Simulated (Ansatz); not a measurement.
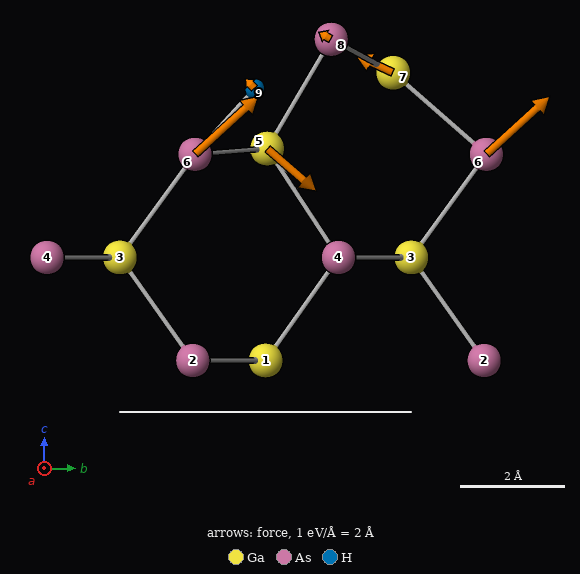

Starting geometry of a slab of composition Ga4As4H (cut from the F-43m phase) with the computed forces as orange arrows. A ball-and-stick model of the 2 × 1 repeat of the cell, outlined in the plane, without the vacuum, seen along the a axis.

Case: H put at a hollow As-As-Ga site. The slab is the (1 1 0) face of GaAs with H on it. 4 atoms are held fixed.

Theory: DFT PBEsol, scalar-relativistic, plane waves, PAW in Ansatz.

The input:
```yaml
crystal:
  lattice:
    - [4.0010046536, 0.0, 0.0]
    - [0.0, 5.6582750442, 0.0]
    - [0.0, 0.0, 25.0015069804]
  atoms:
    - { symbol: Ga, position: [0.5, 0.5, 0.3399795063] }
    - { symbol: As, position: [0.0, 0.25, 0.3399795063] }
    - { symbol: Ga, position: [0.0, 0.0, 0.4199947761] }
    - { symbol: As, position: [0.5, 0.75, 0.4199947761] }
    - { symbol: Ga, position: [0.5, 0.505245758, 0.5045739962] }
    - { symbol: As, position: [0.0, 0.2576006617, 0.5000867166] }
    - { symbol: Ga, position: [0.0, -0.0621055616, 0.5634242047] }
    - { symbol: As, position: [0.5, 0.7252137995, 0.5894063527] }
    - { symbol: H, position: [0.0, 0.4627740125, 0.5510086672], spin: 1.0 }
basis:
  ecutwfc: 420
kpoints:
  mp_grid: { grid: [7, 5, 1] }
hamiltonian:
  xc: pbesol
scf:
  occupations: { method: gaussian, width: 0.05 }
output:
  forces: true
  eigenvalues: true
  populations: true
  write_density: true
  write_potential: true
  elf: true
  volumetric_format: npy
magnetization:
  spin_polarized: true
relax:
  adjacent_minimum: "off"
  f_tol: 0.03
  max_steps: 70
  constraints: [{ sites: [0, 1, 2, 3] }]
efield:
  axis: 3
  dipole_correction: true
  ramp_width: 0.04
```

Launched with:
```bash
ansatz run input.yaml --threads 2 --pin off --max-ram 5120MiB --backend cpu --events-out ev --progress --plain --runs-dir out
```

Question: What follows when this structure is relaxed?

Answer: It isn't relaxed: the largest force vector, on As6, is 0.85 eV/Å. The final displacements have little in common with the starting forces (cosine between the two patterns 0.26). H9 moves most: 1.26 Å at 75° to the normal (+c side). By element the largest moves are H 1.26 Å, Ga 0.47 Å, As 0.11 Å. The cell doesn't change. Some distances before and after: As6–Ga7 2.404 → 2.618 Å, As6–H9 1.723 → 1.583 Å, As4–Ga5 2.528 → 2.438 Å, Ga3–As6 2.477 → 2.556 Å. Bond angles that change, for instance: Ga3–As6–H9 173.7° → 136.7°, Ga5–As6–H9 65.2° → 91.7°, Ga5–As8–Ga7 91.2° → 76.7°. The energy falls by 0.440 eV per cell of the calculation in 11 accepted moves (12 points after the start). Largest force component: 0.63 eV/Å at the start, 0.018 eV/Å at the end. 1 step only repeated the SCF at the same geometry.

Limits of the set-up: the periodic images lie only 4.0 Å apart, so the values are limited by the cell's size.
